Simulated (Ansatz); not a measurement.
**HC18 (slab): density, localisation and related maps**

The calculation's input:

```
crystal:
  lattice:
    - [7.398, 0.0, 0.0]
    - [-3.699, 6.406856, 0.0]
    - [0.0, 0.0, 13.0]
  atoms:
    - { symbol: C, position: [0.0, 0.0, 0.0769231] }
    - { symbol: C, position: [0.2222222, 0.1111111, 0.0769231] }
    - { symbol: C, position: [0.0, 0.3333333, 0.0769231] }
    - { symbol: C, position: [0.2222222, 0.4444444, 0.0769231] }
    - { symbol: C, position: [0.0, 0.6666667, 0.0769231] }
    - { symbol: C, position: [0.2222222, 0.7777778, 0.0769231] }
    - { symbol: C, position: [0.3333333, 0.0, 0.0769231] }
    - { symbol: C, position: [0.5555556, 0.1111111, 0.0769231] }
    - { symbol: C, position: [0.3333333, 0.3333333, 0.0769231] }
    - { symbol: C, position: [0.5555556, 0.4444444, 0.0769231] }
    - { symbol: C, position: [0.3333333, 0.6666667, 0.0769231] }
    - { symbol: C, position: [0.5555556, 0.7777778, 0.0769231] }
    - { symbol: C, position: [0.6666667, 0.0, 0.0769231] }
    - { symbol: C, position: [0.8888889, 0.1111111, 0.0769231] }
    - { symbol: C, position: [0.6666667, 0.3333333, 0.0769231] }
    - { symbol: C, position: [0.8888889, 0.4444444, 0.0769231] }
    - { symbol: C, position: [0.6666667, 0.6666667, 0.0769231] }
    - { symbol: C, position: [0.8888889, 0.7777778, 0.0769231] }
    - { symbol: H, position: [0.6248906, 0.816805, 0.1523077], spin: 1.0 }
magnetization:
  spin_polarized: true
basis:
  ecutwfc: 420.0
kpoints:
  mp_grid: { grid: [2, 2, 1] }
hamiltonian:
  xc: pbe
scf:
  occupations: { method: gaussian, width: 0.05 }
  lower_state_search: "off"
relax:
  f_tol: 0.03
  max_steps: 60
  adjacent_minimum: "off"
output:
  write_density: true
  write_potential: true
  elf: true
  volumetric_format: npy
```

Run with:

```sh
ansatz run input.yaml --threads 2 --pin off --max-ram 5120MiB --backend cpu --events-out ev --progress --plain --runs-dir out
```

The fields are those of the relaxed geometry.

The program warned that a starting moment wasn't kept; spin-polarised.

Level of theory: DFT PBE, scalar-relativistic, plane waves, PAW in Ansatz.

The density is the valence pseudo-density of a PAW calculation; it isn't the true density close to the nuclei.

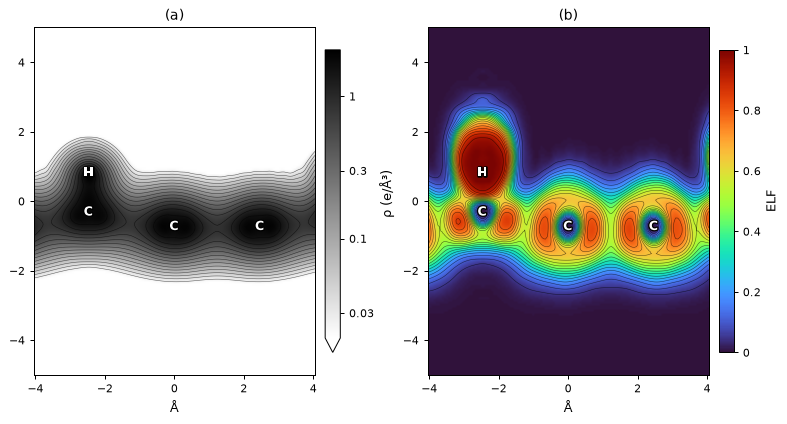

Figure 1. (a) valence electron density; (b) ELF on the (100) plane of the calculation cell, a cut from vacuum to vacuum.

**What does the map show?**

Atoms in the plane: C and H.
Atoms just off the plane (C, 0.7 Å away) can leave unmarked features too.
C–H (1.13 Å): ρ at the midpoint is about 1.8 e/Å³; the ELF climbs to about 1 towards the hydrogen, as it does in any bond to H; a covalent bond by its length.
The density dies away to nearly zero in the vacuum.

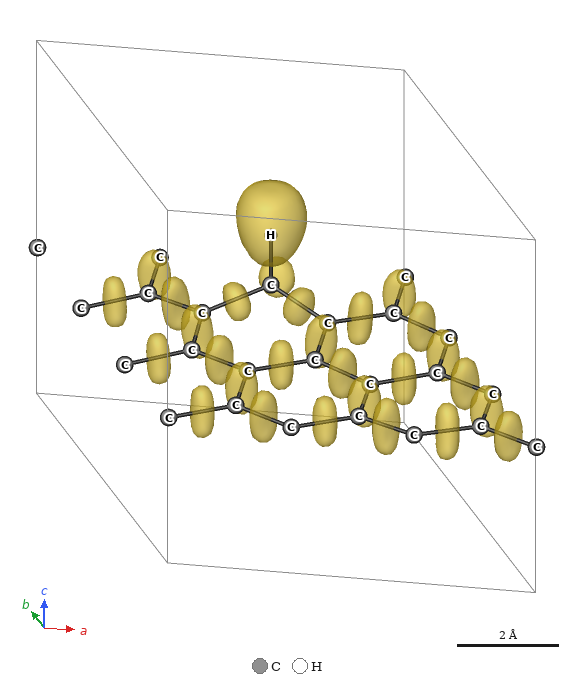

Figure 2. Isosurface of the ELF at 0.85 (yellow), seen at an oblique angle. Only the valence region is drawn (cores and ρ < 0.01 e/Å³ removed). Sticks mark near contacts.

**Identify the bonds, lone pairs and shells in this picture.**

At this value the surface marks out 27 regions between bonded C–C atoms (shared pairs) and one region around a hydrogen nucleus, counted in one cell of 19 atoms. Counts are for one cell; the picture repeats the cell along the surface. Profiles from the grid: C–C (1.41 Å): the ELF peaks at about 0.95 between the atoms, as expected for a covalent bond.
